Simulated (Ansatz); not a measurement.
## Run report: MoS2, single-point calculation (part 2 of 3)

MoS2 (Fm-3m, 3 atoms in the cell); DFT PBE+U+J, scalar-relativistic, plane waves, PAW, U = 6 eV, J = 0.7 eV on Mo atom 1 d, spin-polarised (Ansatz 0.2.0); cutoff 420 eV, 6×6×6 k-mesh, Gaussian smearing of 0.05 eV, collinear spins. The structure was built on a prototype by a generator; it need not be a known phase. It belongs to a series of runs on one base structure; here: random orbitals: harmonics, high filling.

Geometry of the input (Å; fractional positions):
```
0.0000  2.9960  2.9960
2.9960  0.0000  2.9960
2.9960  2.9960  0.0000
Mo 0.0000  0.0000  0.0000
S  0.2500  0.2500  0.2500
S  0.7500  0.7500  0.7500
```

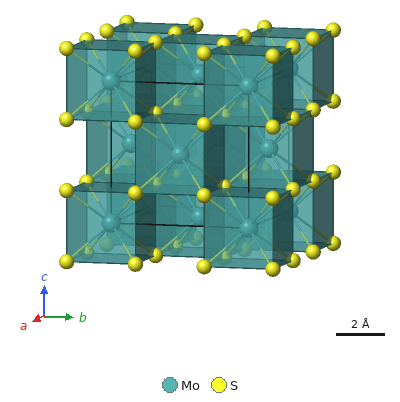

**Figure 1.** The structure as given in the input (polyhedral view of the cell 4 times as large as that of the calculation, set on its symmetry axes, seen slightly off an axis; polyhedra are completed across the faces of the cell).

The program's output, continued
```
SCF iter   1: F=—  HF=-6757.974687 eV  |F-HF|=—  |Δ(HF+E_count)|=         —  Δρ=8.68e-2 (↑8.68e-2 ↓5.57e-2)  dr2=1.64e1  dr2_m=5.91e-1  M=2.000 μB ∫|m|=2.029 μB  β_m=0.30  ethr=3.10e-3  ⟨swp⟩=5.4  Hψ=3070  notcnv=0
preconditioner: auto → none  [insulator: Δε(μ)=2.086 eV  Ē_g=10.632 eV  σ=0.050 eV  W_gap=1.00  n_scr=14 (ndim 8)  ℏωp=21.5 eV  f_vac=0.000  D(μ)=0.00/eV (n_scr^D=0)  ε∞_Penn≈5.1]
SCF iter   2: F=—  HF=-6753.855058 eV  |F-HF|=—  |Δ(HF+E_count)|=    4.12e0  Δρ=3.06e-2 (↑2.70e-2 ↓3.06e-2)  dr2=5.11e-1  dr2_m=2.34e-1  M=1.984 μB ∫|m|=2.122 μB  β_m=1.00  ethr=3.10e-3  ⟨swp⟩=3.2  Hψ=1559  notcnv=0  defer=17
preconditioner: auto → Kerker (q_TF=auto, 2.417 Å⁻¹)  [metal: Δε(μ)=0.032 eV  Ē_g=8.732 eV  σ=0.050 eV  W_gap=0.33  n_scr=14 (ndim 8)  ℏωp=21.5 eV  f_vac=0.003  D(μ)=0.28/eV (n_scr^D=0)]
spin=Collinear: Kerker preconditioning applied to the charge; magnetization (m = ρ↑ − ρ↓) channel mixes plain (no charge-response kernel on spin).
SCF iter   3: F=—  HF=-6754.070062 eV  |F-HF|=—  |Δ(HF+E_count)|=   2.15e-1  Δρ=1.47e-2 (↑1.47e-2 ↓1.35e-2)  dr2=2.19e-1  dr2_m=4.49e-3  M=2.000 μB ∫|m|=2.152 μB  β_m=1.00  ethr=1.96e-3  ⟨swp⟩=2.9  Hψ=1211  notcnv=0  defer=17
SCF iter   4: F=—  HF=-6754.158442 eV  |F-HF|=—  |Δ(HF+E_count)|=   8.84e-2  Δρ=1.31e-2 (↑1.31e-2 ↓1.09e-2)  dr2=6.12e-1  dr2_m=8.24e-4  M=1.981 μB ∫|m|=2.179 μB  β_m=1.00  ethr=8.41e-4  ⟨swp⟩=2.7  Hψ=1053  notcnv=0  defer=17
SCF iter   5: F=—  HF=-6754.061579 eV  |F-HF|=—  |Δ(HF+E_count)|=   9.69e-2  Δρ=4.32e-3 (↑4.32e-3 ↓3.03e-3)  dr2=4.76e-2  dr2_m=4.97e-4  M=2.000 μB ∫|m|=2.158 μB  β_m=0.30  ethr=8.41e-4  ⟨swp⟩=3.1  Hψ=1186  notcnv=0  defer=17
SCF iter   6: F=—  HF=-6754.076931 eV  |F-HF|=—  |Δ(HF+E_count)|=   1.54e-2  Δρ=5.42e-3 (↑5.42e-3 ↓4.90e-3)  dr2=1.08e-1  dr2_m=2.39e-4  M=1.999 μB ∫|m|=2.168 μB  β_m=1.00  ethr=1.83e-4  ⟨swp⟩=2.9  Hψ=1198  notcnv=0  defer=17
SCF iter   7: F=—  HF=-6754.059681 eV  |F-HF|=—  |Δ(HF+E_count)|=   1.73e-2  Δρ=1.10e-3 (↑8.94e-4 ↓1.10e-3)  dr2=2.75e-3  dr2_m=5.30e-5  M=2.000 μB ∫|m|=2.159 μB  β_m=1.00  ethr=1.83e-4  ⟨swp⟩=2.2  Hψ=958  notcnv=0  defer=17
SCF iter   8: F=—  HF=-6754.060520 eV  |F-HF|=—  |Δ(HF+E_count)|=   8.39e-4  Δρ=1.02e-3 (↑1.02e-3 ↓9.80e-4)  dr2=3.66e-3  dr2_m=3.99e-6  M=2.000 μB ∫|m|=2.158 μB  β_m=0.30  ethr=1.06e-5  ⟨swp⟩=1.0  Hψ=577  notcnv=0  defer=17
Mixer restart at iter 8: flushing history
spin-set hold released at iteration 8 (site moments contracting): the magnetisation degrees of freedom join the quasi-Newton model from the next iteration; the mixer history was flushed
SCF iter   9: F=—  HF=-6754.060215 eV  |F-HF|=—  |Δ(HF+E_count)|=   3.04e-4  Δρ=5.21e-4 (↑4.43e-4 ↓5.21e-4)  dr2=6.90e-4  dr2_m=5.44e-6  M=2.000 μB ∫|m|=2.156 μB  β_m=0.48  ethr=1.06e-5  ⟨swp⟩=1.1  Hψ=568  notcnv=0  defer=17
SCF iter  10: F=—  HF=-6754.060476 eV  |F-HF|=—  |Δ(HF+E_count)|=   2.61e-4  Δρ=2.10e-4 (↑2.10e-4 ↓1.75e-4)  dr2=4.29e-5  dr2_m=6.15e-6  M=2.000 μB ∫|m|=2.153 μB  β_m=0.67  ethr=2.65e-6  ⟨swp⟩=2.3  Hψ=844  notcnv=0  defer=17
SCF iter  11: F=—  HF=-6754.060615 eV  |F-HF|=—  |Δ(HF+E_count)|=   1.39e-4  Δρ=6.98e-5 (↑6.98e-5 ↓6.41e-5)  dr2=8.90e-6  dr2_m=9.71e-7  M=2.000 μB ∫|m|=2.151 μB  β_m=0.84  ethr=1.65e-7  ⟨swp⟩=2.2  Hψ=965  notcnv=0  defer=17
SCF iter  12: F=—  HF=-6754.060646 eV  |F-HF|=—  |Δ(HF+E_count)|=   3.08e-5  Δρ=1.85e-5 (↑1.76e-5 ↓1.85e-5)  dr2=1.37e-6  dr2_m=4.64e-9  M=2.000 μB ∫|m|=2.150 μB  β_m=0.92  ethr=3.42e-8  ⟨swp⟩=2.0  Hψ=827  notcnv=0  defer=17
SCF iter  13: F=—  HF=-6754.060649 eV  |F-HF|=—  |Δ(HF+E_count)|=   2.92e-6  Δρ=8.31e-6 (↑8.31e-6 ↓7.12e-6)  dr2=1.25e-7  dr2_m=1.38e-8  M=2.000 μB ∫|m|=2.149 μB  β_m=0.96  ethr=5.26e-9  ⟨swp⟩=2.0  Hψ=824  notcnv=0  defer=17
SCF iter  14: F=—  HF=-6754.060649 eV  |F-HF|=—  |Δ(HF+E_count)|=   7.16e-8  Δρ=1.77e-6 (↑1.77e-6 ↓1.32e-6)  dr2=2.81e-9  dr2_m=6.90e-10  M=2.000 μB ∫|m|=2.150 μB  β_m=0.96  ethr=4.81e-10  ⟨swp⟩=2.0  Hψ=828  notcnv=0  defer=17
Mixer restart at iter 14: flushing history
SCF iter  15: F=—  HF=-6754.063982 eV  |F-HF|=—  |Δ(HF+E_count)|=         —  Δρ=2.70e-5 (↑2.70e-5 ↓1.61e-5)  dr2=1.96e-6  dr2_m=1.50e-8  M=2.000 μB ∫|m|=2.150 μB  β_m=0.96  ethr=1.08e-11  ⟨swp⟩=3.4  Hψ=1152  notcnv=0  defer=17
SCF iter  16: F=—  HF=-6756.923050 eV  |F-HF|=—  |Δ(HF+E_count)|=    2.86e0  Δρ=3.48e-2 (↑3.48e-2 ↓2.44e-2)  dr2=3.58e0  dr2_m=1.57e-2  M=2.139 μB ∫|m|=2.349 μB  β_m=0.01  ethr=1.08e-11  ⟨swp⟩=7.7  Hψ=2852  notcnv=0  defer=17
SCF iter  17: F=—  HF=-6756.914358 eV  |F-HF|=—  |Δ(HF+E_count)|=   8.69e-3  Δρ=3.44e-2 (↑3.44e-2 ↓2.41e-2)  dr2=3.51e0  dr2_m=1.56e-2  M=2.139 μB ∫|m|=2.350 μB  β_m=0.02  ethr=1.08e-11  ⟨swp⟩=4.9  Hψ=2170  notcnv=0  defer=16
SCF iter  18: F=—  HF=-6756.880051 eV  |F-HF|=—  |Δ(HF+E_count)|=   3.43e-2  Δρ=3.35e-2 (↑3.35e-2 ↓2.33e-2)  dr2=3.30e0  dr2_m=1.52e-2  M=2.139 μB ∫|m|=2.355 μB  β_m=0.01  ethr=1.08e-11  ⟨swp⟩=5.9  Hψ=2210  notcnv=0  defer=16
SCF iter  19: F=—  HF=-6756.859709 eV  |F-HF|=—  |Δ(HF+E_count)|=   2.03e-2  Δρ=3.29e-2 (↑3.29e-2 ↓2.28e-2)  dr2=3.18e0  dr2_m=1.49e-2  M=2.139 μB ∫|m|=2.357 μB  β_m=0.02  ethr=1.08e-11  ⟨swp⟩=5.2  Hψ=2058  notcnv=0  defer=16
SCF iter  20: F=—  HF=-6756.789779 eV  |F-HF|=—  |Δ(HF+E_count)|=   6.99e-2  Δρ=3.09e-2 (↑3.09e-2 ↓2.10e-2)  dr2=2.77e0  dr2_m=1.43e-2  M=2.139 μB ∫|m|=2.355 μB  β_m=0.04  ethr=1.08e-11  ⟨swp⟩=6.2  Hψ=2365  notcnv=0  defer=16
SCF iter  21: F=—  HF=-6756.638386 eV  |F-HF|=—  |Δ(HF+E_count)|=   1.51e-1  Δρ=2.54e-2 (↑2.54e-2 ↓1.63e-2)  dr2=1.80e0  dr2_m=1.11e-2  M=2.109 μB ∫|m|=2.355 μB  β_m=0.06  ethr=1.08e-11  ⟨swp⟩=7.1  Hψ=2813  notcnv=0  defer=16
SCF iter  22: F=—  HF=-6756.444550 eV  |F-HF|=—  |Δ(HF+E_count)|=   1.94e-1  Δρ=1.14e-2 (↑1.14e-2 ↓6.82e-3)  dr2=3.61e-1  dr2_m=2.87e-3  M=2.028 μB ∫|m|=2.284 μB  β_m=0.13  ethr=1.08e-11  ⟨swp⟩=7.1  Hψ=2993  notcnv=0  defer=16
SCF iter  23: F=—  HF=-6756.418413 eV  |F-HF|=—  |Δ(HF+E_count)|=   2.61e-2  Δρ=4.91e-3 (↑4.91e-3 ↓2.28e-3)  dr2=4.52e-2  dr2_m=1.73e-3  M=2.005 μB ∫|m|=2.261 μB  β_m=0.53  ethr=1.08e-11  ⟨swp⟩=7.0  Hψ=3038  notcnv=0  defer=16
SCF iter  24: F=—  HF=-6756.499134 eV  |F-HF|=—  |Δ(HF+E_count)|=   8.07e-2  Δρ=3.59e-3 (↑1.72e-3 ↓3.59e-3)  dr2=1.84e-2  dr2_m=1.01e-3  M=2.000 μB ∫|m|=2.308 μB  β_m=0.78  ethr=1.08e-11  ⟨swp⟩=7.0  Hψ=3014  notcnv=0  defer=16
SCF iter  25: F=—  HF=-6756.502826 eV  |F-HF|=—  |Δ(HF+E_count)|=   3.69e-3  Δρ=1.98e-3 (↑1.44e-3 ↓1.98e-3)  dr2=4.89e-4  dr2_m=1.40e-3  M=2.008 μB ∫|m|=2.397 μB  β_m=0.89  ethr=1.08e-11  ⟨swp⟩=5.6  Hψ=2404  notcnv=0  defer=16
SCF iter  26: F=—  HF=-6756.511581 eV  |F-HF|=—  |Δ(HF+E_count)|=   8.76e-3  Δρ=1.72e-3 (↑1.72e-3 ↓7.42e-4)  dr2=1.01e-3  dr2_m=7.29e-4  M=2.024 μB ∫|m|=2.539 μB  β_m=0.72  ethr=1.08e-11  ⟨swp⟩=6.3  Hψ=2450  notcnv=0  defer=16
SCF iter  27: F=—  HF=-6756.517292 eV  |F-HF|=—  |Δ(HF+E_count)|=   5.71e-3  Δρ=1.03e-3 (↑1.03e-3 ↓2.77e-4)  dr2=6.21e-4  dr2_m=1.77e-4  M=2.023 μB ∫|m|=2.710 μB  β_m=0.97  ethr=1.08e-11  ⟨swp⟩=6.2  Hψ=2531  notcnv=0  defer=16
SCF iter  28: F=—  HF=-6756.518824 eV  |F-HF|=—  |Δ(HF+E_count)|=   1.53e-3  Δρ=7.36e-4 (↑7.36e-4 ↓1.27e-4)  dr2=4.86e-4  dr2_m=6.75e-5  M=2.021 μB ∫|m|=2.837 μB  β_m=0.99  ethr=1.08e-11  ⟨swp⟩=6.1  Hψ=2402  notcnv=0  defer=16
SCF iter  29: F=—  HF=-6756.519357 eV  |F-HF|=—  |Δ(HF+E_count)|=   5.34e-4  Δρ=1.75e-4 (↑1.42e-4 ↓1.75e-4)  dr2=2.15e-5  dr2_m=9.61e-6  M=2.020 μB ∫|m|=3.007 μB  β_m=0.99  ethr=1.08e-11  ⟨swp⟩=6.2  Hψ=2570  notcnv=0  defer=16
SCF iter  30: F=—  HF=-6756.519474 eV  |F-HF|=—  |Δ(HF+E_count)|=   1.17e-4  Δρ=8.98e-5 (↑8.98e-5 ↓8.84e-5)  dr2=2.91e-5  dr2_m=5.79e-8  M=2.019 μB ∫|m|=2.964 μB  β_m=1.00  ethr=1.08e-11  ⟨swp⟩=5.6  Hψ=2186  notcnv=0  defer=16
SCF iter  31: F=—  HF=-6756.519479 eV  |F-HF|=—  |Δ(HF+E_count)|=   4.75e-6  Δρ=7.83e-5 (↑7.83e-5 ↓2.03e-5)  dr2=8.81e-6  dr2_m=4.68e-7  M=2.019 μB ∫|m|=2.969 μB  β_m=1.00  ethr=1.08e-11  ⟨swp⟩=4.6  Hψ=1741  notcnv=0  defer=16
SCF iter  32: F=—  HF=-6756.519480 eV  |F-HF|=—  |Δ(HF+E_count)|=   9.69e-7  Δρ=2.68e-5 (↑2.68e-5 ↓1.58e-5)  dr2=1.57e-6  dr2_m=3.18e-8  M=2.019 μB ∫|m|=2.973 μB  β_m=1.00  ethr=1.08e-11  ⟨swp⟩=4.0  Hψ=1622  notcnv=0  defer=16
SCF iter  33: F=—  HF=-6756.519480 eV  |F-HF|=—  |Δ(HF+E_count)|=   1.10e-7  Δρ=6.04e-6 (↑6.04e-6 ↓5.56e-6)  dr2=1.01e-7  dr2_m=3.30e-9  M=2.019 μB ∫|m|=2.974 μB  β_m=1.00  ethr=1.08e-11  ⟨swp⟩=3.3  Hψ=1386  notcnv=0  defer=16
SCF iter  34: F=-6756.519480 eV  HF=-6756.519480 eV  |F-HF|=6.11e-9  |Δ(HF+E_count)|=   4.52e-9  Δρ=2.00e-6 (↑2.00e-6 ↓1.10e-6)  dr2=7.93e-9  dr2_m=2.30e-10  M=2.019 μB ∫|m|=2.974 μB  ethr=1.08e-11  ⟨swp⟩=9.9  Hψ=3235  notcnv=0
SCF 1 converged in 34 iterations: F = -6756.519480 eV  dr2 = 7.93e-9
  greatest PAW one-centre occupation: 0.998 electrons in one spin orbital (limit 2), on the Mo atom at site 0 (counted from 0), in its partial waves of l = 0
SCF converged after 34 iterations
Magnetization: 2.0194 μB (14.0097 up, 11.9903 down)
Absolute magnetization: 2.9730 μB (∫|ρ↑−ρ↓|, with the PAW one-centre terms)
Spin contamination: 0.1899 ħ² per cell (⟨S²⟩ above its minimum at these occupations)
Per-site moments (μB) at R_I (Å): [(1.8923372192207595, 1.0702601407674257), (-0.21247488943060866, 1.070260140767426), (-0.21247488943060855, 1.0702601407674257)]
Free energy (F): -6756.519480 eV
Harris-Foulkes:  -6756.519480 eV  (|F-HF|=6.11e-9)
Internal energy: -6756.517683 eV  (E = F + TS)
E sigma→0 (E₀):  -6756.518581 eV
Entropy (-TS):   -0.001796 eV (-0.599 meV/atom)
Fermi energy:    11.820231 eV
--- Per-component energies (eV) ---
  E_band       = -149.269737
  E_kinetic    = 654.971053
  E_local      = -1441.625310  (includes V_loc(G=0)·N_el)
  E_nonlocal   = 201.220442
  E_hartree    = 499.464744
  E_xc         = -377.834797
  E_vxc        = -403.998416  (∫ρ·V_xc dr)
  E_hubbard    = 3.945352  (on-site DFT+U / exact-exchange correction)
  E_vhub       = -4.734219  (the Hubbard potential's part of the band-sum identity)
  E_paw        = -4402.163973  (= ΣΔE_a)
  E_vpaw       = -154.029984  (= ΣTr[D̂ρ^β])
  E_aug_tail   = 0.000046  (compensation charges beyond the density's cutoff)
  E_ewald      = -1894.495239
  E_smearing   = -0.001796  (= −TS)
  E_closure    = 0.000000  (closes the sum)
  Σ components = -6756.519480   (vs F -6756.519480, Δ=0.00e0)
--- DFT+U+J on-site energies (Liechtenstein; fll double counting; per corrected site; eV) ---
  site 0 (l=d): U=6.0000  J=0.7000  Tr N=4.7642  E_int=54.350897  E_dc=50.405546  E_U=3.945352
--- Specified on-site occupations, and those of the state reported ---
  electrons in the specified blocks: 2.1000 specified, 4.7642 found
  site 0 (l=d) ↑: largest change of an orbital's occupation 0.5378; electrons 2.0000 specified, 3.6294 found; spectral distance 0.9316
  site 0 (l=d) ↓: largest change of an orbital's occupation 0.3239; electrons 0.1000 specified, 1.1348 found; spectral distance 0.5627
--- Forces (eV/Å), atoms counted from 1 ---
  atom   1  Mo    -0.00000000     0.00000000     0.00000000
  atom   2  S     -0.00000000     0.00000000     0.00000000
  atom   3  S      0.00000000    -0.00000000    -0.00000000
  max |Σ_I F_I| component: 5.55e-17 eV/Å
--- Stress (GPa, compression-positive) ---
        4.187065       0.000000      -0.000000
       -0.000000       4.187065      -0.000000
        0.000000      -0.000000       4.187065
  P = ⅓ Tr σ = 4.1871 GPa (41.871 kbar)
--- Band table (eV; the first three rows and the last of 32) ---
  k-point 0 ↑: bands = ["-51.1066", "-25.2291", "-25.2291", "-25.2291", "-3.7100", "0.5396", "5.1873", "5.1873", "5.1873", "6.3311", "6.3311", "10.7043", "10.7043", "10.7043", "14.2873", "14.2873", "14.2873", "15.8850"]
  k-point 1 ↑: bands = ["-51.1063", "-25.2354", "-25.2300", "-25.2300", "-3.4512", "0.0250", "5.3384", "5.3384", "6.0168", "6.2479", "6.2479", "9.7091", "10.5109", "10.5109", "12.9121", "13.8498", "13.8498", "16.8556"]
  k-point 2 ↑: bands = ["-51.1060", "-25.2479", "-25.2319", "-25.2319", "-2.7759", "-0.8884", "5.3199", "5.3199", "6.7252", "6.7252", "7.5166", "8.0831", "9.5144", "9.5144", "11.8379", "13.7735", "13.7735", "17.7217"]
```
